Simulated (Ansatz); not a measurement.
**WSe2: geometry relaxation (part 1 of 3)**

System: WSe2 (9 atoms in the cell).
Method: DFT PBEsol, scalar-relativistic, plane waves, PAW, no spin polarisation (Ansatz 0.2.0).

The structure derives from a Materials Project entry. It belongs to a series of runs on one base structure; here: all atoms moved at random, sigma 0.1 A a component; relaxed back.

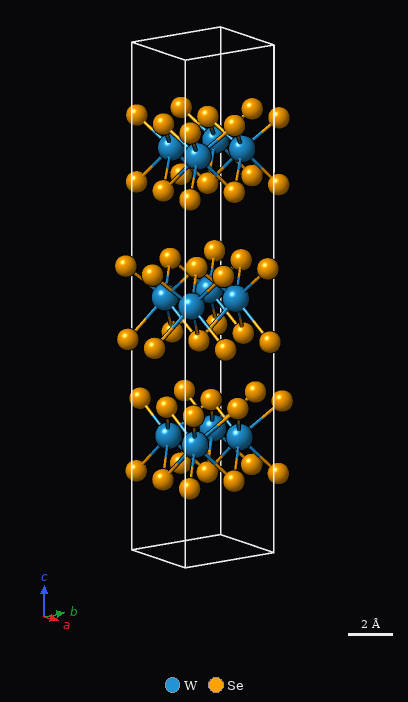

Fig. 1: The structure as given in the input (ball-and-stick view of the 2 × 2 repeat of the cell, with the vacuum cut short, seen slightly off an axis; bonded neighbours outside the cell are drawn too). An atom can appear more than once, as a periodic image.

**The input**
```yaml
crystal:
  lattice:
    - [3.2709028621, 0.0, 0.0]
    - [-1.635451431, 2.8326849719, 0.0]
    - [0.0, 0.0, 29.1847499586]
  atoms:
    - { symbol: W, position: [0.6625770418, 0.346848388, 0.0030687072] }
    - { symbol: W, position: [0.3158492138, 0.6348276672, 0.776525466] }
    - { symbol: W, position: [0.333880426, 0.6845924898, 0.2305126925] }
    - { symbol: Se, position: [0.3287824053, 0.666322772, 0.0557847173] }
    - { symbol: Se, position: [0.6717636585, 0.3830598713, 0.8295873314] }
    - { symbol: Se, position: [0.6531217331, 0.3210565733, 0.276365433] }
    - { symbol: Se, position: [0.3868385839, 0.678377661, 0.9409405462] }
    - { symbol: Se, position: [0.6610271301, 0.3027275605, 0.7160661805] }
    - { symbol: Se, position: [0.6528264742, 0.3155203501, 0.1711489259] }
basis:
  ecutwfc: 420
kpoints:
  mp_grid: { grid: [12, 12, 1] }
hamiltonian:
  xc: pbesol
scf:
  occupations: { method: gaussian, width: 0.05 }
output:
  forces: true
  stress: true
  eigenvalues: true
  write_density: true
  write_potential: true
  elf: true
  volumetric_format: npy
relax:
  adjacent_minimum: "off"
  f_tol: 0.01
  max_steps: 80
  cell: { stress_tol: 0.1 }
```

Launched with:
```bash
ansatz run input.yaml --threads 2 --pin off --max-ram 5120MiB --backend cpu --events-out ev --progress --plain --runs-dir out
```

**The program's output**
```
Engine: ansatz 0.2.0, x86_64-unknown-linux-gnu
Pseudopotentials: kind: paw
Pseudopotential: W, paw, valence charge 14, recommended cutoff 420 eV (normal), W.paw.azcp
Pseudopotential: Se, paw, valence charge 16, recommended cutoff 420 eV (normal), Se.paw.azcp
Functional definition: PBEsol
  exchange = pbesol_x
  correlation = pbesol_c
Crystal: 9 atoms, lattice volume = 270.409 Å³
Basis set: ecut = 420 eV, 5413 PW (Γ), exchange–correlation on 48×48×400 points (8 copies of the dense FFT grid, shifted against one another)
Bands: 83, of which v1, the nominal top of the filled ones, is band 69 counted from 1 (68 counted from 0)
Symmetry: 1 space group operations
Space group: P1 (ITA 1), of the structure as read, at distance tolerance 6.5e-5 Å
k-points: 74 of 144 (time reversal used)
Non-local potential: W, projectors of the file, l = 0: 3, l = 1: 2, l = 2: 2, l = 3: 1
Non-local potential: Se, projectors of the file, l = 0: 2, l = 1: 2, l = 2: 3, l = 3: 1
PAW form: soft (Blöchl's): semilocal exchange-correlation on the pseudo side does not see the compensation charge
PAW frozen core: W, regenerated for the run's functional, and the local potential with it (the file was generated under x = pbe(κ = 0.804, μ = 0.2195149727645171), c = pbe(β = 0.06672455060314922))
PAW frozen core: Se, regenerated for the run's functional, and the local potential with it (the file was generated under x = pbe(κ = 0.804, μ = 0.2195149727645171), c = pbe(β = 0.06672455060314922))
PAW one-centre angular grid: W, 590 points (default); XC on 64 Gauss nodes
PAW one-centre angular grid: Se, 590 points (default); XC on 64 Gauss nodes
Initial density: superposition of atomic densities (neutral atoms: chi_scale 0, normalization atom), corrected by the library's trained network
Initial wavefunctions: pseudopotential atomic-orbital guess
Functional: x = pbesol(κ = 0.804, μ = 0.12345679012345678), c = pbesol(β = 0.046)
SCF iter   1: F=—  HF=-63318.122682 eV  |F-HF|=—  |Δ(HF+E_count)|=         —  Δρ=4.93e-3  dr2=2.25e-1  ethr=1.77e-3  ⟨swp⟩=7.5  Hψ=24402  notcnv=0  defer=40
preconditioner: auto → Resta (q_TF=auto, 2.439 Å⁻¹)  ε∞=4.5  [insulator: Δε(μ)=0.346 eV  Ē_g=8.929 eV  σ=0.050 eV  W_gap=1.00  n_scr=76 (ndim 8)  ℏωp=16.6 eV  f_vac=0.351  D(μ)=0.00/eV (n_scr^D=0)  ε∞_Penn≈4.5  vacuum switching on, ρ_ref=5.8e-3 e/Å³]
SCF iter   2: F=—  HF=-63318.108148 eV  |F-HF|=—  |Δ(HF+E_count)|=   1.45e-2  Δρ=2.90e-3  dr2=6.10e-2  ethr=1.63e-4  ⟨swp⟩=2.4  Hψ=9055  notcnv=0  defer=479
SCF iter   3: F=—  HF=-63318.102969 eV  |F-HF|=—  |Δ(HF+E_count)|=   5.18e-3  Δρ=1.75e-3  dr2=7.39e-3  ethr=4.42e-5  ⟨swp⟩=2.0  Hψ=7701  notcnv=0  defer=479
SCF iter   4: F=—  HF=-63318.104558 eV  |F-HF|=—  |Δ(HF+E_count)|=   1.59e-3  Δρ=7.25e-4  dr2=3.42e-3  ethr=5.36e-6  ⟨swp⟩=2.6  Hψ=7798  notcnv=0  defer=479
SCF iter   5: F=—  HF=-63318.104477 eV  |F-HF|=—  |Δ(HF+E_count)|=   8.15e-5  Δρ=1.88e-4  dr2=2.93e-4  ethr=2.48e-6  ⟨swp⟩=2.1  Hψ=7197  notcnv=0  defer=477
SCF iter   6: F=—  HF=-63318.104485 eV  |F-HF|=—  |Δ(HF+E_count)|=   7.92e-6  Δρ=1.04e-4  dr2=6.84e-5  ethr=2.12e-7  ⟨swp⟩=2.1  Hψ=8447  notcnv=0  defer=464
SCF iter   7: F=—  HF=-63318.104242 eV  |F-HF|=—  |Δ(HF+E_count)|=   2.43e-4  Δρ=5.76e-5  dr2=3.62e-5  ethr=4.95e-8  ⟨swp⟩=2.2  Hψ=7396  notcnv=0  defer=464
SCF iter   8: F=—  HF=-63318.104242 eV  |F-HF|=—  |Δ(HF+E_count)|=   4.97e-7  Δρ=2.22e-5  dr2=2.69e-6  ethr=2.62e-8  ⟨swp⟩=2.1  Hψ=6885  notcnv=0  defer=464
SCF iter   9: F=—  HF=-63318.104243 eV  |F-HF|=—  |Δ(HF+E_count)|=   1.03e-6  Δρ=8.97e-6  dr2=6.40e-7  ethr=1.95e-9  ⟨swp⟩=2.9  Hψ=8114  notcnv=0  defer=464
SCF iter  10: F=—  HF=-63318.104244 eV  |F-HF|=—  |Δ(HF+E_count)|=   3.38e-7  Δρ=4.09e-6  dr2=1.28e-7  ethr=4.64e-10  ⟨swp⟩=2.4  Hψ=9894  notcnv=0  defer=464
iter 11 did not close the SCF: its close was put off until two iterations running show no level that it waits for move by more than its bar (scf_convergence_deferred on its scf_iter line)
SCF iter  11: F=-63318.104244 eV  HF=-63318.104244 eV  |F-HF|=2.14e-8  |Δ(HF+E_count)|=   5.86e-8  Δρ=2.01e-6  dr2=3.76e-8  ethr=7.25e-11  ⟨swp⟩=19.3  Hψ=50448  notcnv=0
iter 12 did not close the SCF: its close was put off until two iterations running show no level that it waits for move by more than its bar (scf_convergence_deferred on its scf_iter line)
SCF iter  12: F=-63318.104244 eV  HF=-63318.104244 eV  |F-HF|=1.39e-8  |Δ(HF+E_count)|=   2.37e-9  Δρ=1.12e-6  dr2=1.73e-8  ethr=2.72e-11  ⟨swp⟩=8.5  Hψ=40129  notcnv=0
SCF iter  13: F=-63318.104244 eV  HF=-63318.104244 eV  |F-HF|=3.29e-9  |Δ(HF+E_count)|=  8.73e-10  Δρ=7.11e-7  dr2=4.74e-9  ethr=1.26e-11  ⟨swp⟩=8.2  Hψ=38543  notcnv=0
SCF 1 converged in 13 iterations: F = -63318.104244 eV  dr2 = 4.74e-9
  greatest PAW one-centre occupation: 1.000 electrons in one spin orbital (limit 2), on the Se atom at site 5 (counted from 0), in its partial waves of l = 2
relax step   1: F+E_penalty+E_count = -63318.10424367 eV  Δ(F+E_penalty+E_count) = +0.000e0 eV  max|allowed force component| = 7.465e0 eV/Å  Δτ_max = 0.0000 Å  P = +5.754 GPa  Ω = 270.409 Å³  (13 SCF iters, dr2 threshold 1.00e-7 eV, accepted)
Crystal: 9 atoms, lattice volume = 272.452 Å³
Basis set: ecut = 420 eV, 5423 PW (Γ), exchange–correlation on 48×48×400 points (8 copies of the dense FFT grid, shifted against one another)
Initial density: handed on by an earlier stage of this run
Initial wavefunctions: those handed on with the density
iter 1 solved again at ethr=3.18e-4 eV; its pass at ethr=3.10e-3 eV (dr2=4.39e-1 eV) is discarded
SCF iter   1: F=—  HF=-63320.258289 eV  |F-HF|=—  |Δ(HF+E_count)|=         —  Δρ=9.56e-3  dr2=4.38e-1  ethr=3.18e-4  ⟨swp⟩=2.4  Hψ=28011  notcnv=0
preconditioner: auto → Resta (q_TF=auto, 2.436 Å⁻¹)  ε∞=4.5  [insulator: Δε(μ)=1.091 eV  Ē_g=8.799 eV  σ=0.050 eV  W_gap=1.00  n_scr=76 (ndim 8)  ℏωp=16.5 eV  f_vac=0.344  D(μ)=0.00/eV (n_scr^D=0)  ε∞_Penn≈4.5  vacuum switching on, ρ_ref=5.6e-3 e/Å³]
SCF iter   2: F=—  HF=-63320.188782 eV  |F-HF|=—  |Δ(HF+E_count)|=   6.95e-2  Δρ=4.45e-3  dr2=5.49e-2  ethr=3.18e-4  ⟨swp⟩=2.6  Hψ=13121  notcnv=0  defer=177
SCF iter   3: F=—  HF=-63320.181196 eV  |F-HF|=—  |Δ(HF+E_count)|=   7.59e-3  Δρ=2.39e-3  dr2=1.48e-2  ethr=3.98e-5  ⟨swp⟩=2.0  Hψ=9193  notcnv=0  defer=347
SCF iter   4: F=—  HF=-63320.180164 eV  |F-HF|=—  |Δ(HF+E_count)|=   1.03e-3  Δρ=8.03e-4  dr2=1.12e-2  ethr=1.08e-5  ⟨swp⟩=2.0  Hψ=7953  notcnv=0  defer=349
SCF iter   5: F=—  HF=-63320.179036 eV  |F-HF|=—  |Δ(HF+E_count)|=   1.13e-3  Δρ=2.65e-4  dr2=4.01e-4  ethr=8.15e-6  ⟨swp⟩=2.0  Hψ=6722  notcnv=0  defer=349
SCF iter   6: F=—  HF=-63320.178821 eV  |F-HF|=—  |Δ(HF+E_count)|=   2.14e-4  Δρ=1.40e-4  dr2=1.70e-4  ethr=2.91e-7  ⟨swp⟩=2.1  Hψ=9857  notcnv=0  defer=402
SCF iter   7: F=—  HF=-63320.178814 eV  |F-HF|=—  |Δ(HF+E_count)|=   6.75e-6  Δρ=5.43e-5  dr2=2.20e-5  ethr=1.24e-7  ⟨swp⟩=2.0  Hψ=10376  notcnv=0  defer=407
SCF iter   8: F=—  HF=-63320.178818 eV  |F-HF|=—  |Δ(HF+E_count)|=   4.11e-6  Δρ=1.91e-5  dr2=2.11e-6  ethr=1.59e-8  ⟨swp⟩=2.3  Hψ=7263  notcnv=0  defer=411
iter 9 did not close the SCF: its close was put off until two iterations running show no level that it waits for move by more than its bar (scf_convergence_deferred on its scf_iter line)
SCF iter   9: F=-63320.178819 eV  HF=-63320.178820 eV  |F-HF|=1.21e-7  |Δ(HF+E_count)|=   1.22e-6  Δρ=7.48e-6  dr2=4.30e-7  ethr=6.52e-10  ⟨swp⟩=19.2  Hψ=64401  notcnv=0
iter 10 did not close the SCF: its close was put off until two iterations running show no level that it waits for move by more than its bar (scf_convergence_deferred on its scf_iter line)
SCF iter  10: F=-63320.178820 eV  HF=-63320.178820 eV  |F-HF|=1.56e-7  |Δ(HF+E_count)|=   1.23e-7  Δρ=4.33e-6  dr2=2.18e-7  ethr=3.12e-10  ⟨swp⟩=9.9  Hψ=44303  notcnv=0
SCF iter  11: F=-63320.178820 eV  HF=-63320.178820 eV  |F-HF|=3.92e-9  |Δ(HF+E_count)|=   1.34e-9  Δρ=1.72e-6  dr2=2.47e-8  ethr=1.58e-10  ⟨swp⟩=9.7  Hψ=42950  notcnv=0
SCF 2 converged in 11 iterations: F = -63320.178820 eV  dr2 = 2.47e-8
  greatest PAW one-centre occupation: 1.000 electrons in one spin orbital (limit 2), on the Se atom at site 7 (counted from 0), in its partial waves of l = 2
relax step   2: F+E_penalty+E_count = -63320.17881973 eV  Δ(F+E_penalty+E_count) = -2.075e0 eV  max|allowed force component| = 8.796e-1 eV/Å  Δτ_max = 0.1948 Å  P = +0.042 GPa  Ω = 272.452 Å³  energy of the carried Pulay correction = -2.704e-4 eV  (11 SCF iters, dr2 threshold 9.00e-7 eV, accepted)
Crystal: 9 atoms, lattice volume = 271.900 Å³
Basis set: ecut = 420 eV, 5409 PW (Γ), exchange–correlation on 48×48×400 points (8 copies of the dense FFT grid, shifted against one another)
iter 1 solved again at ethr=1.03e-5 eV; its pass at ethr=3.10e-3 eV (dr2=1.42e-2 eV) is discarded
SCF iter   1: F=—  HF=-63320.262777 eV  |F-HF|=—  |Δ(HF+E_count)|=         —  Δρ=2.48e-3  dr2=1.42e-2  ethr=1.03e-5  ⟨swp⟩=2.2  Hψ=26800  notcnv=0
preconditioner: auto → Resta (q_TF=auto, 2.437 Å⁻¹)  ε∞=4.6  [insulator: Δε(μ)=1.248 eV  Ē_g=8.778 eV  σ=0.050 eV  W_gap=1.00  n_scr=76 (ndim 8)  ℏωp=16.5 eV  f_vac=0.344  D(μ)=0.00/eV (n_scr^D=0)  ε∞_Penn≈4.6  vacuum switching on, ρ_ref=5.6e-3 e/Å³]
SCF iter   2: F=—  HF=-63320.260272 eV  |F-HF|=—  |Δ(HF+E_count)|=   2.51e-3  Δρ=1.35e-3  dr2=3.30e-3  ethr=1.03e-5  ⟨swp⟩=1.9  Hψ=6437  notcnv=0
SCF iter   3: F=—  HF=-63320.259908 eV  |F-HF|=—  |Δ(HF+E_count)|=   3.63e-4  Δρ=3.46e-4  dr2=1.21e-3  ethr=2.39e-6  ⟨swp⟩=2.0  Hψ=10478  notcnv=0
SCF iter   4: F=—  HF=-63320.259780 eV  |F-HF|=—  |Δ(HF+E_count)|=   1.29e-4  Δρ=1.18e-4  dr2=1.23e-4  ethr=8.80e-7  ⟨swp⟩=2.0  Hψ=6997  notcnv=0
SCF iter   5: F=—  HF=-63320.259508 eV  |F-HF|=—  |Δ(HF+E_count)|=   2.72e-4  Δρ=5.76e-5  dr2=4.27e-5  ethr=8.92e-8  ⟨swp⟩=2.0  Hψ=7421  notcnv=0
SCF iter   6: F=—  HF=-63320.259505 eV  |F-HF|=—  |Δ(HF+E_count)|=   3.20e-6  Δρ=1.94e-5  dr2=1.75e-6  ethr=3.09e-8  ⟨swp⟩=2.0  Hψ=7215  notcnv=0
SCF iter   7: F=-63320.259504 eV  HF=-63320.259505 eV  |F-HF|=4.26e-7  |Δ(HF+E_count)|=   2.42e-7  Δρ=9.39e-6  dr2=6.95e-7  ethr=6.52e-10  ⟨swp⟩=16.4  Hψ=60070  notcnv=0
SCF 3 converged in 7 iterations: F = -63320.259504 eV  dr2 = 6.95e-7
  greatest PAW one-centre occupation: 1.000 electrons in one spin orbital (limit 2), on the Se atom at site 3 (counted from 0), in its partial waves of l = 2
relax step   3: F+E_penalty+E_count = -63320.25950434 eV  Δ(F+E_penalty+E_count) = -8.068e-2 eV  max|allowed force component| = 9.822e-3 eV/Å  Δτ_max = 0.0738 Å  P = -0.033 GPa  Ω = 271.900 Å³  energy of the carried Pulay correction = -1.975e-4 eV  (7 SCF iters, dr2 threshold 9.00e-7 eV, accepted)
Crystal: 9 atoms, lattice volume = 271.069 Å³
Basis set: ecut = 420 eV, 5389 PW (Γ), exchange–correlation on 48×48×400 points (8 copies of the dense FFT grid, shifted against one another)
iter 1 solved again at ethr=1.76e-6 eV; its pass at ethr=3.10e-3 eV (dr2=2.42e-3 eV) is discarded
SCF iter   1: F=—  HF=-63320.260238 eV  |F-HF|=—  |Δ(HF+E_count)|=         —  Δρ=1.20e-3  dr2=2.41e-3  ethr=1.76e-6  ⟨swp⟩=3.1  Hψ=28496  notcnv=0
preconditioner: auto → Resta (q_TF=auto, 2.438 Å⁻¹)  ε∞=4.6  [insulator: Δε(μ)=1.244 eV  Ē_g=8.784 eV  σ=0.050 eV  W_gap=1.00  n_scr=76 (ndim 8)  ℏωp=16.6 eV  f_vac=0.343  D(μ)=0.00/eV (n_scr^D=0)  ε∞_Penn≈4.6  vacuum switching on, ρ_ref=5.6e-3 e/Å³]
SCF iter   2: F=—  HF=-63320.259955 eV  |F-HF|=—  |Δ(HF+E_count)|=   2.83e-4  Δρ=6.54e-4  dr2=6.88e-4  ethr=1.75e-6  ⟨swp⟩=1.7  Hψ=6235  notcnv=0
SCF iter   3: F=—  HF=-63320.259889 eV  |F-HF|=—  |Δ(HF+E_count)|=   6.61e-5  Δρ=2.57e-4  dr2=2.97e-4  ethr=4.98e-7  ⟨swp⟩=2.1  Hψ=6960  notcnv=0
SCF iter   4: F=—  HF=-63320.259867 eV  |F-HF|=—  |Δ(HF+E_count)|=   2.15e-5  Δρ=3.44e-5  dr2=5.11e-6  ethr=2.16e-7  ⟨swp⟩=2.0  Hψ=6570  notcnv=0
SCF iter   5: F=—  HF=-63320.259613 eV  |F-HF|=—  |Δ(HF+E_count)|=   2.55e-4  Δρ=2.62e-5  dr2=5.20e-6  ethr=3.70e-9  ⟨swp⟩=2.8  Hψ=9256  notcnv=0
SCF iter   6: F=—  HF=-63320.259612 eV  |F-HF|=—  |Δ(HF+E_count)|=   6.55e-7  Δρ=3.86e-6  dr2=9.08e-8  ethr=3.70e-9  ⟨swp⟩=2.0  Hψ=7476  notcnv=0
SCF iter   7: F=—  HF=-63320.259612 eV  |F-HF|=—  |Δ(HF+E_count)|=   1.32e-8  Δρ=1.42e-6  dr2=1.12e-8  ethr=6.58e-11  ⟨swp⟩=2.5  Hψ=10641  notcnv=0
SCF iter   8: F=—  HF=-63320.259612 eV  |F-HF|=—  |Δ(HF+E_count)|=  2.62e-10  Δρ=6.57e-7  dr2=2.49e-9  ethr=8.13e-12  ⟨swp⟩=2.0  Hψ=10434  notcnv=0
SCF iter   9: F=—  HF=-63320.259612 eV  |F-HF|=—  |Δ(HF+E_count)|=  9.82e-10  Δρ=4.64e-7  dr2=2.83e-9  ethr=1.81e-12  ⟨swp⟩=2.2  Hψ=8265  notcnv=0
SCF iter  10: F=-63320.259612 eV  HF=-63320.259612 eV  |F-HF|=1.67e-10  |Δ(HF+E_count)|=  3.49e-10  Δρ=1.16e-7  dr2=5.43e-11  ethr=1.00e-12  ⟨swp⟩=7.9  Hψ=36347  notcnv=0
SCF 4 converged in 10 iterations: F = -63320.259612 eV  dr2 = 5.43e-11
relax step   4: F+E_penalty+E_count = -63320.25961192 eV  Δ(F+E_penalty+E_count) = -1.076e-4 eV  max|allowed force component| = 1.739e-2 eV/Å  Δτ_max = 0.0221 Å  P = +0.044 GPa  Ω = 271.069 Å³  energy of the carried Pulay correction = -8.749e-5 eV  (10 SCF iters, rejected (line search))
Crystal: 9 atoms, lattice volume = 271.576 Å³
Basis set: ecut = 420 eV, 5403 PW (Γ), exchange–correlation on 48×48×400 points (8 copies of the dense FFT grid, shifted against one another)
iter 1 solved again at ethr=5.61e-7 eV; its pass at ethr=3.10e-3 eV (dr2=7.74e-4 eV) is discarded
```
